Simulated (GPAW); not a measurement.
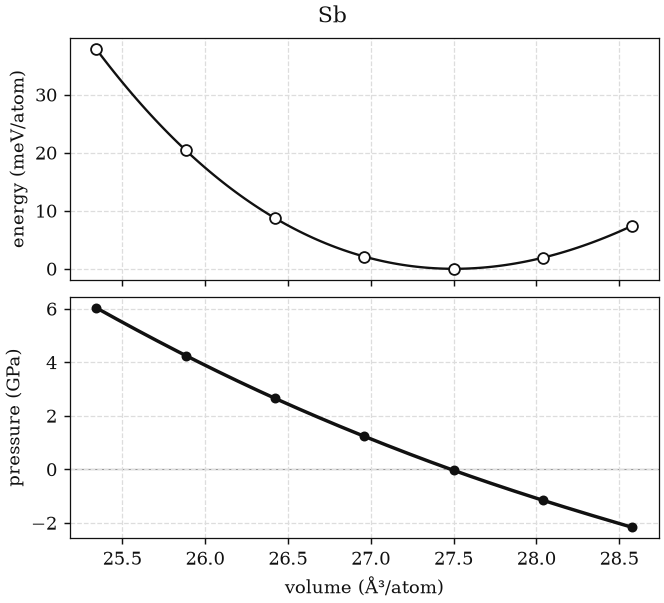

The plot gives the computed energy and pressure against volume for Sb, space group I4/mmm (No. 139).

Cell as given: a = 3.511 Å, b = 3.511 Å, c = 3.511 Å, α = 126.63°, β = 126.63°, γ = 78.85°; 1 atom.

Method: PAW DFT in plane waves, on a grid or in atomic orbitals, no spin polarisation; energies at scaled volumes of the given cell, shape and fractions fixed, counted from the fit's minimum, third-order Birch-Murnaghan fit (GPAW 26.7.0). Level: r2SCAN.

```tsv
setting	value
k mesh	10×10×10
occupations	Fermi–Dirac
smearing width	0.05 eV
potentials	GPAW PAW data sets (gpaw data 1.2.1)
wave cutoff	600 eV
program settings	basis pw
```

Give the values behind the plot as a table.

```csv
volume (Å³/atom),energy (meV/atom),pressure (GPa)
25.34,37.79,6.03
25.88,20.41,4.25
26.42,8.71,2.65
26.96,2.09,1.23
27.50,0.01,-0.04
28.04,1.92,-1.16
28.58,7.43,-2.17
```

Note: shape and atomic fractions are frozen while scaling, which makes layered, chain and framework solids too stiff.
